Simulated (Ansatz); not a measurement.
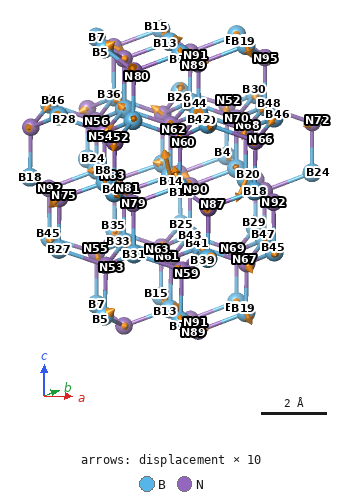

A relaxation of a defect cell of composition B$_{48}$N$_{47}$. The starting structure is drawn; orange arrows show the displacements, magnified 10 times.

Style: ball-and-stick. Shown: the atoms within 5.0 Å of the atom that moves most (axes of the cell of the calculation), slightly off an axis.

The calculation used DFT, PBEsol, PAW, plane waves in Ansatz 0.2.0. Settings: plane-wave cutoff 420 eV; k-point mesh 1 × 1 × 1; mesh shifted by (0.25, 0.25, 0.25); collinear spin; atoms relaxed in a fixed cell; force threshold 0.03 eV/Å; at most 80 steps.

**What happened in the run?**

After 5 geometry steps the energy has fallen by 1.861 eV per cell of the calculation. Largest force component: 2.3 eV/Å at the start, 0.018 eV/Å at the end. The largest move is that of a B atom, 0.11 Å along [0 −1 2]. Largest moves by element: B 0.11 Å, N 0.06 Å. The lattice vectors keep their values. Near-neighbour distances that change, for instance: B–N 1.613 → 1.532 Å, B–N 1.629 → 1.556 Å, B–N 1.518 → 1.574 Å, B–N 1.624 → 1.575 Å. Among the angles between lasting bonds that change: B–N–B 108.3° → 113.0°, N–B–N 111.8° → 107.3°, N–B–N 109.3° → 113.6°. Cost: 6.8 s on 1 × NVIDIA GB200 with 8 threads of Arm Neoverse-V2, peak memory 1.8 GiB.

Limits of the set-up: the periodic images lie only 7.6 Å apart, so the values are limited by the cell's size.
